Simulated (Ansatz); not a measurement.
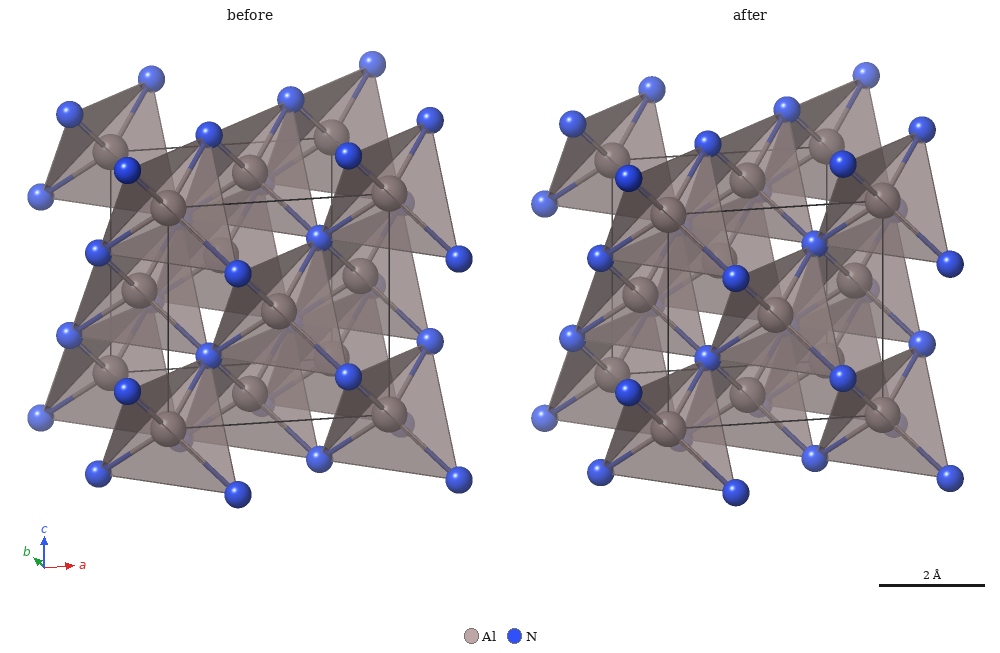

Left: a symmetric starting cell of AlN. Right: the same structure after one change, at the same scale. A polyhedral model of the conventional cell (4 times the calculation's cell), seen slightly off an axis. Lengths and directions refer to the drawn axes.

Theory: DFT PBEsol, scalar-relativistic, plane waves, PAW in Ansatz 0.2.0. Set-up: plane-wave cutoff 420 eV; k-point mesh 10 × 10 × 10; occupations gaussian; smearing width 0.02 eV; no spin polarisation.

> Which change leads from the left to the right?

All lengths are scaled by −3.0 % (volume −8.9 %), the atoms keeping their fractional coordinates. No relaxation follows. The starting cell wasn't computed here and needn't be at equilibrium, so pressure and forces aren't due to the change alone.

> And its effect?

The pressure is 24.1 GPa (not all of it need come from the change, since the unchanged cell can be under pressure at this level too). All forces vanish by symmetry. Some distances before and after: Al–N 1.891 → 1.834 Å. The space group stays F-43m (No. 216).
